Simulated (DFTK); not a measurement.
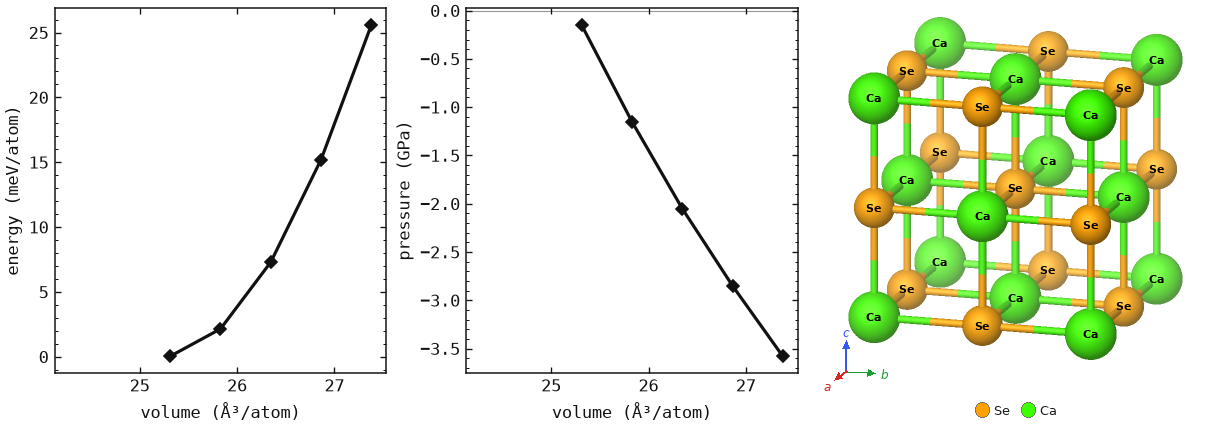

The picture above shows the energy and pressure against volume for CaSe, space group Fm-3m (No. 225). The conventional cell is drawn beside the plot.

Starting cell:
```yaml
crystal:
  lattice:
    - [0.00000, 2.95600, 2.95600]
    - [2.95600, 0.00000, 2.95600]
    - [2.95600, 2.95600, 0.00000]
  atoms:
    - { symbol: Se, position: [0.50000, 0.50000, 0.50000] }
    - { symbol: Ca, position: [0.00000, 0.00000, 0.00000] }
```

How it was computed, with DFTK 0.8.2: plane-wave DFT, no spin polarisation; energies at scaled volumes of the given cell, shape and fractions fixed, counted from the fit's minimum, third-order Birch-Murnaghan fit. Level: PBEsol.

k mesh 8×8×8; occupations Fermi–Dirac; smearing width 0.05 eV; potentials dojo.nc.sr.pbesol.v0_4_1.standard; wave cutoff 1170 eV.

The points at volume 24.28 Å³/atom and 24.80 Å³/atom are left out of the plot. What values does the calculation give there?

```json
{"volume (Å³/atom)": "24.28", "energy (meV/atom)": "6.37", "pressure (GPa)": "2.19"}
{"volume (Å³/atom)": "24.80", "energy (meV/atom)": "1.32", "pressure (GPa)": "0.96"}
```
